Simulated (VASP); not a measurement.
## Electronic structure of Br in real space

```cif
data_structure
_symmetry_space_group_name_H-M 'P 1'
_symmetry_Int_Tables_number 1
_cell_length_a 6.5020
_cell_length_b 6.5020
_cell_length_c 7.9633
_cell_angle_alpha 90.000
_cell_angle_beta 90.000
_cell_angle_gamma 120.000
_cell_volume 291.56
loop_
_atom_site_label
_atom_site_type_symbol
_atom_site_fract_x
_atom_site_fract_y
_atom_site_fract_z
_atom_site_occupancy
Br1 Br 0.33382 0.16369 0.16608 1
Br2 Br 0.00048 0.49703 0.49941 1
Br3 Br 0.66715 0.83036 0.83275 1
Br4 Br 0.83500 0.16750 0.16739 1
Br5 Br 0.50166 0.50084 0.50072 1
Br6 Br 0.16833 0.83417 0.83406 1
Br7 Br 0.83115 0.66579 0.16657 1
Br8 Br 0.49781 0.99912 0.49990 1
Br9 Br 0.16448 0.33245 0.83324 1
```

Space group C2; a structure from a database of computed crystals, not necessarily the ambient phase; computed pressure about −5 GPa in this cell.

These are results of VASP 6.6.1, Kohn-Sham DFT of a periodic cell, LDA, VASP PAW LDA potentials, recommended, not measurements.

Core electrons are frozen (PAW), and the valence fields are smoothed inside the atomic spheres.

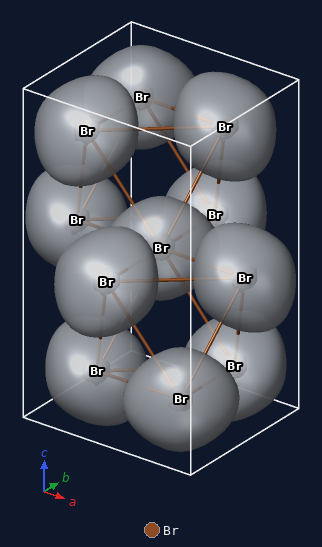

Figure 1. Isosurface of the ELF at 0.65 (grey), seen slightly off an axis. Core shells and regions of very low density are left out. Sticks mark near contacts.

Identify the bonds, lone pairs and shells in this picture.

The ELF exceeds this value in nine regions wrapped around Br (the valence shell of each), counted in one cell of 9 atoms. Regions shared between cells count once. Profiles from the grid: Br–Br (3.23 Å): the ELF is about 0.15 at the midpoint: no shared electron pair shows on this line. Br–Br (3.27 Å): the ELF is about 0.15 at the midpoint: no shared electron pair shows on this line.

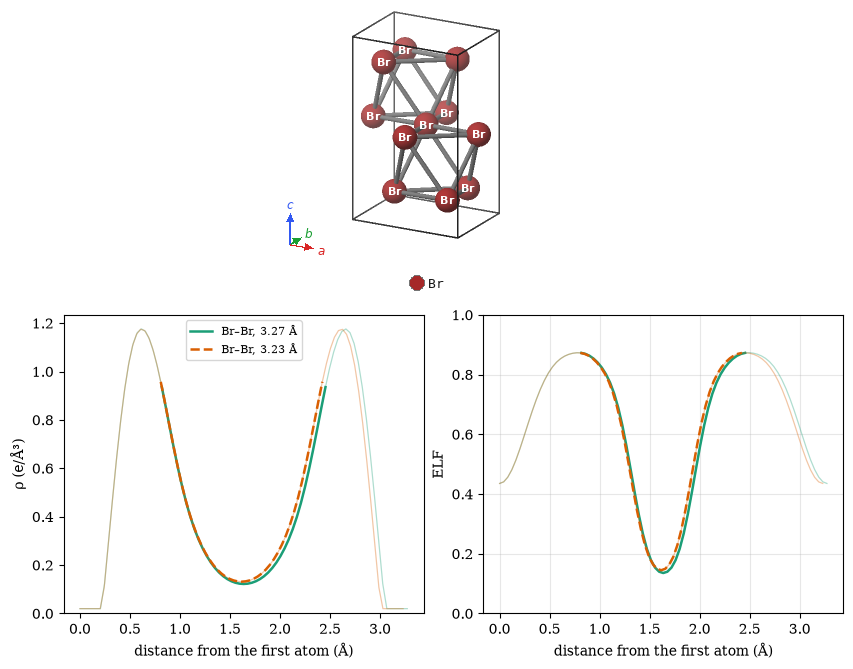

Figure 2. Valence pseudo-density and electron localisation function along straight lines between neighbouring atoms. Thin, pale parts lie inside the atomic spheres. The structure is drawn too.

Compare the contacts.

Br–Br (3.27 Å): ρ is about 0.12 e/Å³ halfway; the ELF is about 0.15 at the midpoint: no shared electron pair shows on this line.
Br–Br (3.23 Å): ρ at the midpoint is about 0.13 e/Å³; the ELF is about 0.15 at the midpoint (no shared electron pair shows on this line).
